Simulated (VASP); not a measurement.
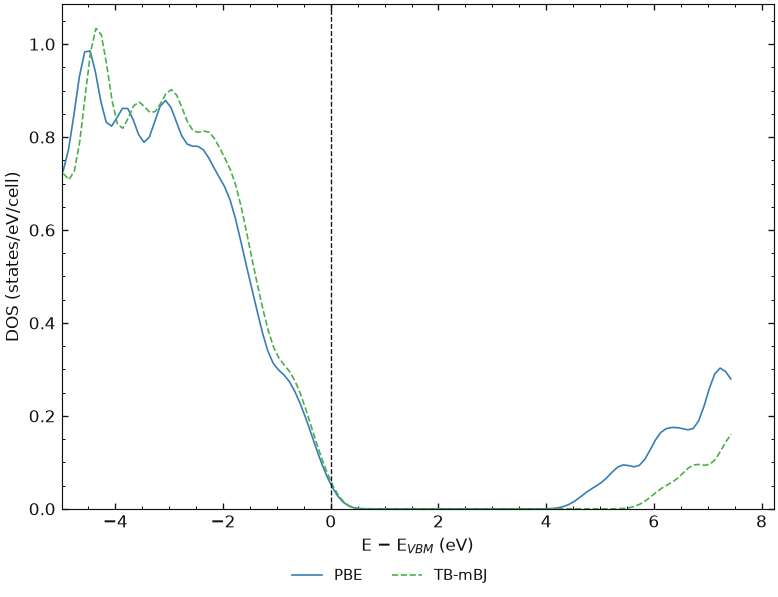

Total densities of states of zincblende BN, space group F-43m (No. 216), 2 atoms in the primitive cell (cubic a = 3.607 Å), by two methods on the same cell. The DOS curves are built from the levels of the k mesh with Gaussians 0.55 eV wide, which also blur the band edges; ripples of that width can come from the mesh. Each is counted from its own valence-band top.

Question: How do the methods compare?

Answer: PBE gives a gap of 4.47 eV and TB-mBJ gives a gap of 5.80 eV.

Settings. PBE: VASP PAW PBE potentials, release 64 (B, N), no spin polarisation, no spin-orbit coupling, 14×14×14 k mesh, 520 eV cutoff, Gaussian smearing of 0.03 eV (VASP 6.6.1). TB-mBJ: VASP PAW PBE potentials, release 64 (B, N), no spin polarisation, no spin-orbit coupling, 14×14×14 k mesh, 520 eV cutoff, Gaussian smearing of 0.03 eV (VASP).

Gaps are the smallest over all k points computed. The usual form of BN is layered hexagonal. The cell was derived from a database entry in an earlier step, so it needn't be the measured one. TB-mBJ: the PAW data sets were made with another functional. TB-mBJ: this is a model potential built to give gaps, with no total energy. LDA, GGA and most meta-GGA functionals understate gaps. The cell is at 6 GPa in PBE.
